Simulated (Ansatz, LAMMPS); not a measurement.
# Squeezing and shearing amorphous 43Bi2O3-57BaO (mol %) (99 atoms): runs compared

Aim: relax amorphous 43Bi2O3-57BaO (mol %) (99 atoms), then change its volume and shape to read moduli from the stress.

Computed with Ansatz 0.2.0: Kohn-Sham DFT, PBE, PAW (set soft_2), plane waves.

### Step 1. The cell as built

The cell holds 99 atoms: 26 Bi, 17 Ba and 56 O. Its edges and angles: a = 12.206 Å, b = 12.206 Å, c = 12.206 Å, α = 90.0°, β = 90.0°, γ = 90.0°. 99 atoms (26 Gd, 17 Ba, 56 O) placed at random at 7.09 g/cm³, melted at 5000 K for 10 ps at fixed volume with the Morse and Coulomb pair potential with partial charges (Pedone, Malavasi, Menziani, Cormack and Segre, J. Phys. Chem. B 110, 11780 (2006)). Quenched from 5000 K to 300 K at 50 K/ps and fixed volume, held 5 ps, then minimised at fixed cell. Then Gd was replaced by Bi and the cell scaled by 1.02 (the potential has no terms for the new elements, so the cell is a start for a DFT relaxation).

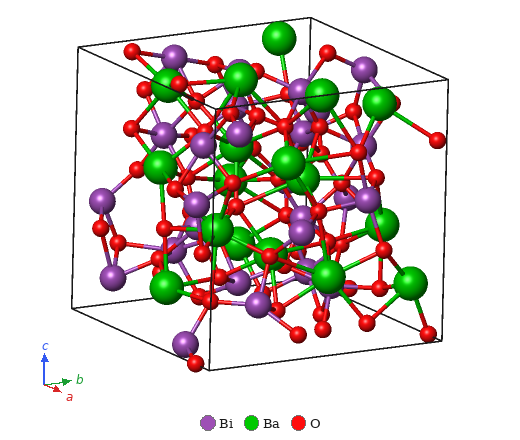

The cell as built. Some periodic images of atoms are drawn too.

Limits known from the start: The quench rate of 50 K/ps is many orders above laboratory rates, so the cell is likely richer in defects and strain than a real sample. The starting topology of bonds comes from the classical model, and needn't be the one that DFT or experiment would give. Only the Γ point is sampled. No spin–orbit coupling is included, so levels derived from the heavy atoms are approximate.

### Step 2. The reference run

The reference is a single point at the end of the relaxation.

Every strained cell starts from the geometry of this run, and its atoms are relaxed with the cell held.

Its input, with most atom lines left out:

```yaml
crystal:
  lattice:
    - [12.80467, -0.07725, 0.5131]
    - [-0.07725, 12.70569, 0.03259]
    - [0.5131, 0.03259, 13.26525]
  atoms:
    - { symbol: Bi, position: [0.0946, 0.4076, 0.91081] }
    - { symbol: Bi, position: [0.13188, 0.98185, 0.72379] }
    - { symbol: Bi, position: [0.14403, 0.30967, 0.20582] }
    - { symbol: Bi, position: [0.2832, 0.61964, 0.92158] }
    - { symbol: Bi, position: [0.86832, 0.70939, 0.54309] }
    - { symbol: Bi, position: [0.67468, 0.19593, 0.72711] }
    - { symbol: Bi, position: [0.6064, 0.91391, 0.66072] }
    [... atom lines 8 to 99 left out ...]
kpoints:
  mp_grid: { grid: [1, 1, 1] }
hamiltonian:
  xc: pbe
scf:
  occupations: { method: gaussian, width: 0.025 }
output:
  forces: true
  stress: true
  populations: true
  dos:
    method: { smearing: { sigma: 0.15 } }
    de: 0.1
    projected: { site_lists: { Ba: [Ba], Bi: [Bi], O: [O] } }
  eigenvalues: true
  write_density: true
  write_potential: true
  volumetric_format: npy
```

| Property | Result |
| --- | --- |
| free energy per atom | -4598.5509 eV/atom |
| r.m.s. force component | 0.00478 eV/Å |
| pressure | -0.0005445 GPa |

Filled and empty levels are parted by 2.33 eV (at Γ alone); a semilocal functional narrows such gaps, while the missing spin–orbit coupling widens them for these heavy elements, so the errors pull opposite ways. In a disordered cell it changes from sample to sample, and tail or defect levels can set it.

### Step 3. The runs

Each row is one run, on 8 threads of Arm Neoverse V1, shared host. The free energy is the program's total, comparable only between runs with the same functional, potentials and atoms.

```csv
run,atoms,outcome,"ionic steps, all passes",free energy (eV),time,host memory (GiB)
Single point at the start,99,converged,-,-455239.269,20 s,2.9
Cell and atoms relaxed,99,converged,79,-455256.539,28 min,3.3
Single point at the relaxed geometry,99,converged,-,-455256.539,34 s,3.3
Volume -3 %,99,converged,7,-455256.395,3.1 min,3.2
Volume +3 %,99,converged,5,-455256.418,2.2 min,3.4
Volume -6 %,99,converged,10,-455255.975,4.3 min,3.2
Volume +6 %,99,converged,7,-455256.098,3.1 min,3.5
Volume -10 %,99,converged,10,-455254.887,3.9 min,3.1
Stretched by 1 % along x,99,converged,5,-455256.521,2.1 min,3.3
Compressed by 1 % along x,99,converged,5,-455256.512,2.1 min,3.3
Sheared by 2 % in xy,99,converged,5,-455256.512,2.2 min,3.3
```

In some runs the program notes that the SCF threshold is loose for the stress.

### Step 4. Pressure against volume

Atoms are relaxed at each volume, in the scaled cell.

```
volume change (%)  volume (Å³/atom)  energy change (meV/atom)  pressure (GPa)  largest move on relaxing (Å)  bonds  gap (eV)
              -10            19.588                     16.69            2.77                          0.95    210                2.17
               -6            20.459                      5.70            1.46                          0.44    206                2.27
               -3            21.112                      1.46            0.74                          0.17    200                2.30
               +0            21.765                      0.00            0.00                             -    197                2.33
               +3            22.418                      1.22           -0.61                          0.13    194                2.34
               +6            23.071                      4.45           -1.03                          0.28    188                2.35
```

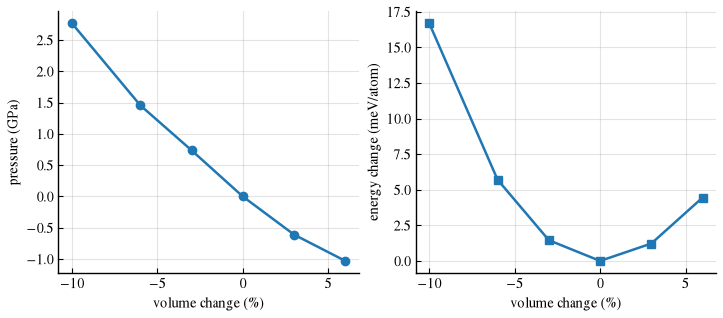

Pressure and energy against volume.

### Step 5. Uniaxial strain and shear

Stress (GPa, compression positive) less that of the relaxed cell, atoms relaxed:

```csv
strain,xx,yy,zz,xy,energy change (meV/atom)
stretched by 1 % along x,-0.336,-0.147,-0.116,-0.037,0.18
compressed by 1 % along x,0.366,0.180,0.141,0.035,0.27
sheared by 2 % in xy,-0.044,-0.010,0.063,-0.235,0.27
```

### Step 6. What came out

The bulk modulus, from the slope of pressure against ln V over the three points nearest the relaxed volume, is 22.5 GPa; between neighbouring points the slope runs 30, 23, 24, 21 and 15 GPa from the smallest volume up, without a steady fall, so no pressure derivative is given. The count of bonds runs from 188 to 210 over the series, so at some points contacts cross the cutoffs. At -10 % some atom moved by over 0.5 Å on relaxing, so that point may sit in another local minimum. The gap goes from 2.17 eV at the smallest volume to 2.35 eV at the largest, +1.0 eV per unit of ln V by a straight line, on the run's k-points. In the Cartesian axes of the cell, finite differences give C11 = 35.1, C12 = 16.3, C13 = 12.9 and C66 = 11.7 GPa (the shear of 2 % is the engineering strain, εxy = 0.01). The mean of C11, C12 and C13, which equals the bulk modulus in a cubic or isotropic solid, is 21.4 GPa: it agrees with the bulk modulus within 10 %. For an isotropic solid C66 would equal (C11 − C12)/2 = 9.39 GPa; so small a sample needn't be isotropic, and C66 rests on one shear. With the bulk modulus and C66 as K and G, Young's modulus would be about 30 GPa and Poisson's ratio 0.28.

**Limits.** Strains are finite and relaxations stop at the force tolerance of the input, which can leave moduli too stiff; they are those of a static cell at zero temperature. Volumes are changed with the cell's shape held, so in an anisotropic solid the modulus lies over the one under free hydrostatic load. The program notes that the SCF threshold of the relaxations is loose for the stress.

The DFT runs together took 52 min of wall time.

[Logs are printed without paths, hosts, clocks, repeated set-up lines and the standing remarks that a program may print on its own settings, such as how far it seeks lower states.]

[Hosts, paths, dates, database ids (printed as entryN), source tags and the programs' standing remarks are cut or masked in the printed files.]
